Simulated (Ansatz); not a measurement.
# Ni: a failed or faulty run and its cure

System: Ni (1 atom in the cell).
Method of run 1: DFT, r2SCAN, PAW, plane waves, scalar-relativistic, no spin polarisation (Ansatz 0.2.0).

The structure derives from an entry of the Crystallography Open Database. The run did not end well. Text and figures count atoms from 1; the logs count them from 0 in places.

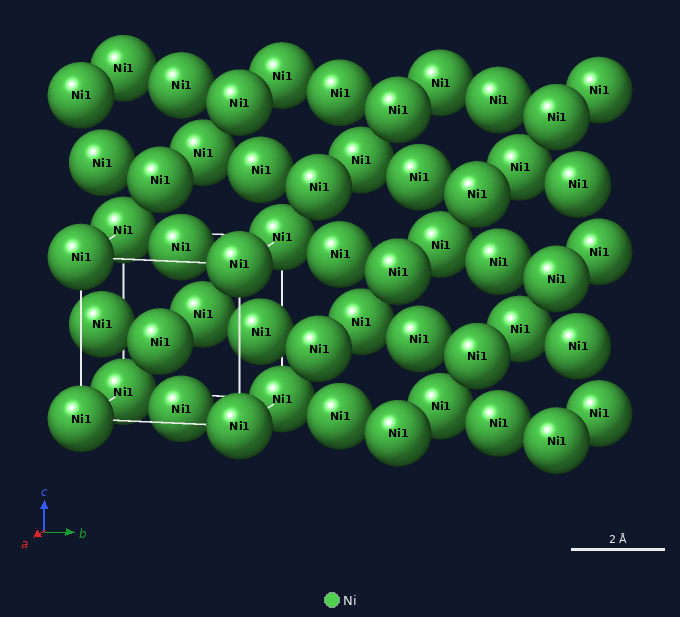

Fig. 1: The structure (spheres-only view of the cell 4 times as large as that of the calculation, set on its symmetry axes, repeated 1 × 3 × 2, seen slightly off an axis; atoms are numbered from 1 in the order of the input).

**The input, run 1**
```yaml
crystal:
  lattice:
    - [0.0, 1.77565, 1.77565]
    - [1.77565, 0.0, 1.77565]
    - [1.77565, 1.77565, 0.0]
  atoms:
    - { symbol: Ni, position: [0.0, 0.0, 0.0] }
hamiltonian:
  xc: r2scan
  pseudopotentials: { kind: paw }
basis:
  ecutwfc: 500
kpoints:
  mp_grid: { grid: [13, 13, 13] }
scf:
  occupations: { method: fermi_dirac, width: 0.1 }
  lower_state_search: "off"
  algorithm: density_mixing
  max_iter: 70
  mixing: { algorithm: anderson, ndim: 1, beta: 1.0, preconditioner: kerker }
output:
  forces: true
  stress: true
```

Launched with:
```bash
ansatz run input.yaml --threads 2 --pin off --max-ram 5120MiB --backend cpu --events-out ev --progress --plain --runs-dir out
```

Hardware: 2 threads of Arm Neoverse V1, 24 GiB of memory available, shared host.

**Output, shortened to warnings, some set-up lines, iterations and results (run 1)**
```
Error: did not converge after 70 iterations: dr2 = 4.72e2 (threshold 1.00e-7), under the density mixer `anderson`; raise `scf.max_iter`, which need not help a stalled SCF, or adjust the mixing (`scf.mixing`) or, under a smearing, its width (`scf.occupations.width`, in either direction: another width is another result); this SCF holds its density and magnetisation to the symmetry operations that …
Basis set: ecut = 500 eV, 283 PW (Γ), exchange–correlation on 80×80×80 points (64 copies of the dense FFT grid, shifted against one another)
Symmetry: 48 space group operations
k-points: 84 of 2197
Initial density: superposition of atomic densities (neutral atoms: chi_scale 0, normalization atom), corrected by the library's trained network
[...]
SCF iter   1: F=-5845.164962 eV  HF=-5845.127266 eV  |F-HF|=3.77e-2  |Δ(HF+E_count)|=         —  Δρ=2.00e-2  dr2=2.53e-2  dr2_τ=2.79e-2  ethr=1.77e-3  ⟨swp⟩=5.4  Hψ=6045  …
SCF iter   2: F=-5845.161486 eV  HF=-5845.178176 eV  |F-HF|=1.67e-2  |Δ(HF+E_count)|=   5.09e-2  Δρ=1.55e-2  dr2=1.05e-2  dr2_τ=4.66e-4  ethr=1.40e-4  ⟨swp⟩=2.7  Hψ=3273  …
SCF iter   3: F=-5845.098496 eV  HF=-5845.196034 eV  |F-HF|=9.75e-2  |Δ(HF+E_count)|=   1.79e-2  Δρ=3.75e-2  dr2=8.01e-2  dr2_τ=5.69e-4  ethr=5.84e-5  ⟨swp⟩=2.9  Hψ=2793  …
SCF iter   4: F=-5844.796926 eV  HF=-5845.277798 eV  |F-HF|=4.81e-1  |Δ(HF+E_count)|=   8.18e-2  Δρ=8.64e-2  dr2=4.17e-1  dr2_τ=3.02e-3  ethr=5.84e-5  ⟨swp⟩=3.3  Hψ=3610  …
SCF iter   5: F=-5843.290863 eV  HF=-5845.680199 eV  |F-HF|=2.39e0  |Δ(HF+E_count)|=   4.02e-1  Δρ=1.91e-1  dr2=2.03e0  dr2_τ=1.48e-2  ethr=5.84e-5  ⟨swp⟩=4.1  Hψ=4534  …
[... 60 lines ...]
SCF iter  66: F=-5409.644926 eV  HF=-6164.289539 eV  |F-HF|=7.55e2  |Δ(HF+E_count)|=    3.87e1  Δρ=3.13e0  dr2=4.72e2  dr2_τ=9.03e0  ethr=5.84e-5  ⟨swp⟩=9.3  Hψ=10510  …
SCF iter  67: F=-5425.404430 eV  HF=-6202.991102 eV  |F-HF|=7.78e2  |Δ(HF+E_count)|=    3.87e1  Δρ=3.13e0  dr2=4.72e2  dr2_τ=1.11e1  ethr=5.84e-5  ⟨swp⟩=7.9  Hψ=7638  notcnv=0
SCF iter  68: F=-5409.653576 eV  HF=-6164.290180 eV  |F-HF|=7.55e2  |Δ(HF+E_count)|=    3.87e1  Δρ=3.13e0  dr2=4.72e2  dr2_τ=9.03e0  ethr=5.84e-5  ⟨swp⟩=3.0  Hψ=12220  …
SCF iter  69: F=-5425.406232 eV  HF=-6202.987514 eV  |F-HF|=7.78e2  |Δ(HF+E_count)|=    3.87e1  Δρ=3.13e0  dr2=4.72e2  dr2_τ=1.11e1  ethr=5.84e-5  ⟨swp⟩=1.6  Hψ=8831  notcnv=0
SCF iter  70: F=-5409.649764 eV  HF=-6164.291052 eV  |F-HF|=7.55e2  |Δ(HF+E_count)|=    3.87e1  Δρ=3.13e0  dr2=4.72e2  dr2_τ=9.03e0  ethr=5.84e-5  ⟨swp⟩=3.0  Hψ=12339  …
Error: did not converge after 70 iterations: dr2 = 4.72e2 (threshold 1.00e-7), under the density mixer `anderson`; raise `scf.max_iter`, which need not help a stalled SCF, or adjust the mixing (`scf.mixing`) or, under a smearing, its width (`scf.occupations.width`, in either direction: another …
```

Diagnose this run and give a change of the input that cures it.

The run did not converge: “did not converge after 70 iterations: dr2 = 4.72e2 (threshold 1.00e-7), under the density mixer `anderson`; raise `scf.max_iter`, which need not help a stalled SCF, or adjust the mixing (`scf.mixing`) or, under a smearing, its width (`scf.occupations.width`, in either direction: another width is another result) …” Its last values are not results.

A run of the same system that converges differs from this input as follows (lines with − go, lines with + come):
```diff
+  convergence: { dm_fallback: { after: 20 } }
```

**Output, shortened to warnings, some set-up lines, iterations and results (run 2)**
```
WARN: density mixing stalled (dr2 = 4.72e2 eV after 20 iterations); switching to direct minimisation
Basis set: ecut = 500 eV, 283 PW (Γ), exchange–correlation on 80×80×80 points (64 copies of the dense FFT grid, shifted against one another)
Symmetry: 48 space group operations
k-points: 84 of 2197
Initial density: superposition of atomic densities (neutral atoms: chi_scale 0, normalization atom), corrected by the library's trained network
[...]
SCF iter   1: F=-5845.164962 eV  HF=-5845.127266 eV  |F-HF|=3.77e-2  |Δ(HF+E_count)|=         —  Δρ=2.00e-2  dr2=2.53e-2  dr2_τ=2.79e-2  ethr=1.77e-3  ⟨swp⟩=5.4  Hψ=6045  …
SCF iter   2: F=-5845.161486 eV  HF=-5845.178176 eV  |F-HF|=1.67e-2  |Δ(HF+E_count)|=   5.09e-2  Δρ=1.55e-2  dr2=1.05e-2  dr2_τ=4.66e-4  ethr=1.40e-4  ⟨swp⟩=2.7  Hψ=3273  …
SCF iter   3: F=-5845.098496 eV  HF=-5845.196034 eV  |F-HF|=9.75e-2  |Δ(HF+E_count)|=   1.79e-2  Δρ=3.75e-2  dr2=8.01e-2  dr2_τ=5.69e-4  ethr=5.84e-5  ⟨swp⟩=2.9  Hψ=2793  …
SCF iter   4: F=-5844.796926 eV  HF=-5845.277798 eV  |F-HF|=4.81e-1  |Δ(HF+E_count)|=   8.18e-2  Δρ=8.64e-2  dr2=4.17e-1  dr2_τ=3.02e-3  ethr=5.84e-5  ⟨swp⟩=3.3  Hψ=3610  …
SCF iter   5: F=-5843.290863 eV  HF=-5845.680199 eV  |F-HF|=2.39e0  |Δ(HF+E_count)|=   4.02e-1  Δρ=1.91e-1  dr2=2.03e0  dr2_τ=1.48e-2  ethr=5.84e-5  ⟨swp⟩=4.1  Hψ=4534  …
[... 18 lines ...]
SCF iter  24: F=-5845.174031 eV  HF=-5845.174670 eV  |F-HF|=6.39e-4  |Δ(HF+E_count)|=   6.41e-2  Δρ=4.25e-3  dr2=7.28e-4  dr2_τ=1.40e-5  ethr=5.56e-6  ⟨swp⟩=4.1  Hψ=8493  …
SCF iter  25: F=-5845.174673 eV  HF=-5845.174704 eV  |F-HF|=3.14e-5  |Δ(HF+E_count)|=   3.42e-5  Δρ=5.57e-4  dr2=1.41e-5  dr2_τ=6.96e-7  ethr=4.05e-6  ⟨swp⟩=3.7  Hψ=7104  …
SCF iter  26: F=-5845.174697 eV  HF=-5845.174697 eV  |F-HF|=9.57e-8  |Δ(HF+E_count)|=   7.25e-6  Δρ=4.31e-5  dr2=7.09e-8  dr2_τ=4.78e-9  ethr=5.56e-10  ⟨swp⟩=5.9  Hψ=6454  …
SCF iter  27: F=-5845.174697 eV  HF=-5845.174697 eV  |F-HF|=7.28e-11  |Δ(HF+E_count)|=   3.42e-9  Δρ=5.72e-7  dr2=9.64e-12  dr2_τ=8.25e-12  ethr=3.94e-10  ⟨swp⟩=3.3  Hψ=4134  …
SCF 1 converged in 27 iterations: F = -5845.174697 eV  dr2 = 9.64e-12
SCF converged after 27 iterations
Stability not checked: this state was not tested for a lower state beside it, because a direct minimisation reached the state, and no test of it is asked (direct_minimisation; see scf.lower_state_search)
Free energy (F): -5845.174697 eV
Harris-Foulkes:  -5845.174697 eV  (|F-HF|=7.28e-11)
Internal energy: -5845.086193 eV  (E = F + TS)
E sigma→0 (E₀):  -5845.130445 eV
Entropy (-TS):   -0.088504 eV (-88.504 meV/atom)
Fermi energy:    17.120743 eV
--- Per-component energies (eV) ---
  E_band       = -319.301251
  E_kinetic    = 281.613957
  E_local      = -3493.349472  (includes V_loc(G=0)·N_el)
  E_nonlocal   = 641.545882
  E_hartree    = 1460.480406
  E_xc         = -78.213775
  E_vxc        = -116.046467  (∫ρ·V_xc dr)
  E_paw        = -1645.204812  (= ΣΔE_a)
  E_vpaw       = -562.600889  (= ΣTr[D̂ρ^β])
  E_aug_tail   = 0.000216  (compensation charges beyond the density's cutoff)
  E_vtau       = 8.574789  (kinetic-family band-sum trace: ∫τ·v_τ [+ j·A + Jᵃ·Aᵃ] dr)
  E_ewald      = -3011.658527
  E_core_change = -0.300069  (= ΣΔE_core)
  E_smearing   = -0.088504  (= −TS)
  E_closure    = 0.000000  (closes the sum)
  Σ components = -5845.174697   (vs F -5845.174697, Δ=0.00e0)
--- Forces (eV/Å), atoms counted from 1 ---
  atom   1  Ni     0.00000000    -0.00000000    -0.00000000
  max |Σ_I F_I| component: 2.01e-31 eV/Å
--- Stress (GPa, compression-positive) ---
      -13.815353       0.000000      -0.000000
        0.000000     -13.815353       0.000000
        0.000000      -0.000000     -13.815353
  P = ⅓ Tr σ = -13.8154 GPa (-138.154 kbar)
```

**The two runs side by side**

```tsv
quantity	run 1	run 2
outcome	not converged	converged
free energy per atom (eV)	–	−5845.1747
pressure (GPa)	–	−13.82
volume per atom (Å³)	–	11.20
largest force (eV/Å)	–	0.000
irreducible k-points	–	84
plane waves at Γ	–	283
wall time (shared host)	16 s	10 s
```

Notes on run 2: Warnings of the run: the run fell back on direct minimisation. The run has no spin polarisation, so a magnetic state may lie lower. The cell is under a tension of 13.8 GPa at this level, so it is not at its equilibrium volume.
